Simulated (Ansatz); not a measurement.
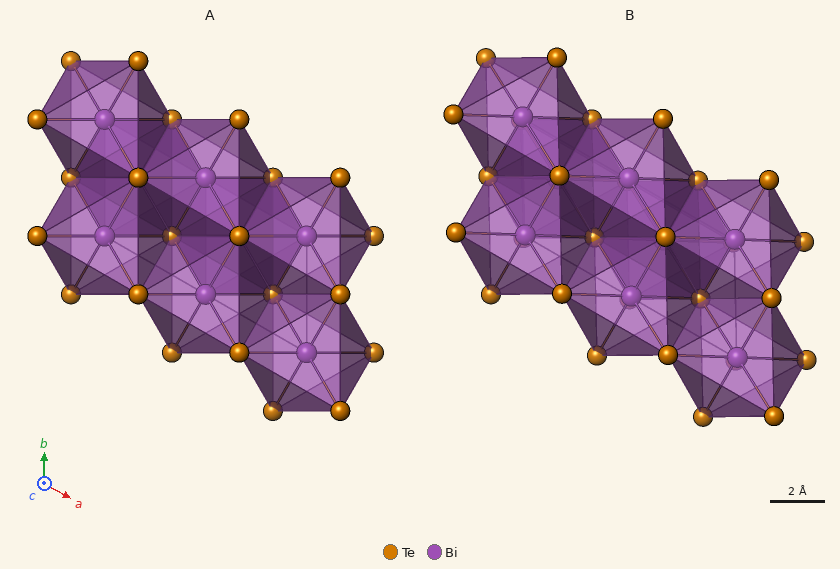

Two geometries of a slab of composition Bi$_{2}$Te$_{3}$ (cut from the R-3m phase): one is the relaxed structure, the other was perturbed away from it. A polyhedral model of the 2 × 1 repeat of the cell, outlined in the plane, without the vacuum, seen along the c axis.

The calculation used Ansatz, DFT PBE+D3(BJ), scalar-relativistic, plane waves, PAW. Settings: plane-wave cutoff 420 eV; k-point mesh 6 × 6 × 1; occupations gaussian; smearing width 0.02 eV; no spin polarisation.

Which is the distorted one, and what does the distortion cost?

Structure B is the perturbed one. The sheet is strained in its plane (along x) by +5.0 %. The atoms are relaxed. Energy change: +13.4 meV per atom. In the plane the drawn cell goes a 8.699 → 9.134 Å (+5.0 %), b 4.350 → 4.405 Å (+1.3 %). The largest moves relative to the cell and the layer's centre, 0.13 Å, are those of Te atoms. By element the largest moves are Te 0.13 Å, Bi 0.07 Å. Among the bonded contacts that change: Bi–Te 3.057 → 3.062 to 3.092 Å, Bi–Te 3.238 → 3.248 to 3.267 Å. The space group (tolerance 0.01 Å) goes from P-3m1 (No. 164) to C2/m (No. 12).
